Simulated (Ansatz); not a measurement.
Given this structure:

```
Al N
1.0
     4.40317    0.00000    0.00000
     0.00000    4.40317    0.00000
     0.00000    0.00000    4.40317
Al N
4 4
Direct
  0.00000 0.00000 0.00000
  0.00000 0.50000 0.50000
  0.50000 0.00000 0.50000
  0.50000 0.50000 0.00000
  0.25000 0.25000 0.25000
  0.25000 0.75000 0.75000
  0.75000 0.25000 0.75000
  0.75000 0.75000 0.25000
```

### Describe what this structure looks like.

The formula is AlN. Space group F-43m (No. 216), lattice face-centred cubic. It belongs to the family called zinc blende (sphalerite type). Counting shared atoms by their share gives 4 Al, 4 N, or 8 atoms. Al is linked to four N in a tetrahedral arrangement at 1.91 Å. N is coordinated by four Al in a tetrahedral arrangement at 1.91 Å. The bonds build a three-dimensional framework.

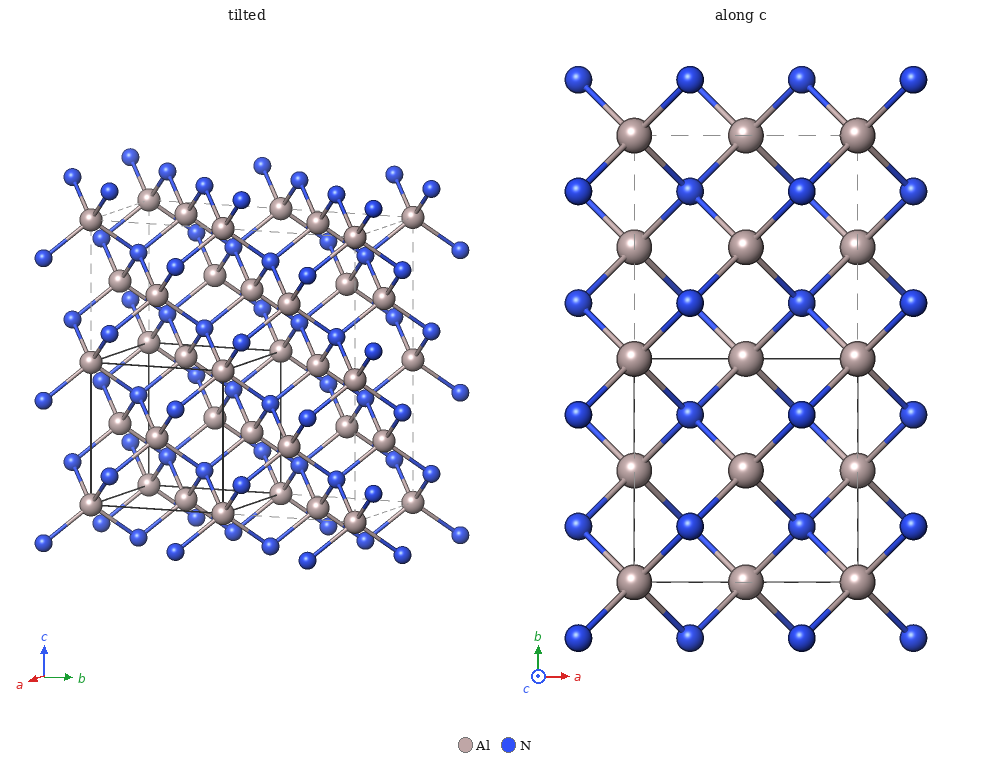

An orthographic ball-and-stick view of the structure, slightly off an axis and along the c axis. A block of 1×2×2 cells is shown, with one conventional unit cell in solid outline. A few atoms beyond the faces are included. Colours: aluminium light grey, nitrogen blue.

The starting point was a structure listed in the Materials Project. Earlier steps of the study may have refined or changed the cell and positions. Ansatz was used for an electronic-structure calculation on it.
